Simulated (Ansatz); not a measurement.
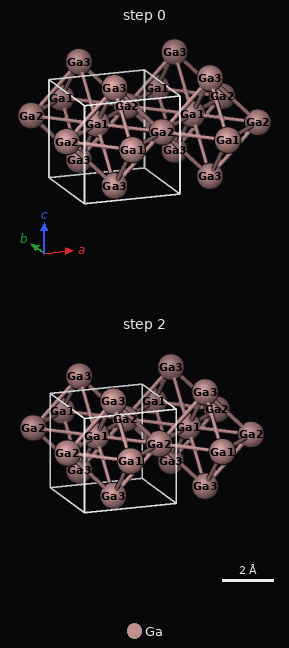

The structure of crystalline Ga (set up in Pm-3m) (coarse preliminary run) before (top) and after (bottom) a relaxation, at one scale.

Style: ball-and-stick. Shown: the cell of the calculation, repeated 2 × 2 × 1 with one cell outlined, slightly off an axis.

Case: 2 of 2 Li taken out, relaxed.

Computed with Ansatz 0.2.0, DFT r2SCAN, scalar-relativistic, plane waves, PAW.

Input file:
```yaml
crystal:
  lattice:
    - [4.002580793, 0.0, 0.0]
    - [0.0, 4.002580793, 0.0]
    - [0.0, 0.0, 4.002580793]
  atoms:
    - { symbol: Ga, position: [0.5, 0.0, 0.5] }
    - { symbol: Ga, position: [0.0, 0.5, 0.5] }
    - { symbol: Ga, position: [0.5, 0.5, 0.0] }
basis:
  ecutwfc: 500
kpoints:
  mp_grid: { grid: [6, 6, 6] }
hamiltonian:
  xc: r2scan
scf:
  occupations: { method: gaussian, width: 0.1 }
output:
  forces: true
  stress: true
  eigenvalues: true
relax:
  adjacent_minimum: "off"
  f_tol: 0.0325
  max_steps: 70
  cell: { stress_tol: 0.24 }
```

Run as
```bash
ansatz run input.yaml --threads 2 --pin off --max-ram 5120MiB --backend cpu --events-out ev --progress --plain --runs-dir out
```

Q: Describe what moved and what it gained.

A: The atoms keep their places relative to the cell (all moves are under 0.005 Å). The drawn cell changes as follows: a = b = c 4.003 → 3.848 Å (−3.9 %); the volume changes by −11.2 %. Near-neighbour distances that change, for instance: Ga1–Ga2 2.830 → 2.721 Å. The space group stays Pm-3m (No. 221). The energy falls by 41.6 meV per atom in 1 accepted move (2 points after the start). All forces vanish by symmetry, so only the cell relaxes. The pressure goes from −4.86 to 0.01 GPa. The SCF was repeated once at an unchanged geometry on a basis and grid sized afresh for the cell, which shifted the energy by 0.6 meV per atom at most.
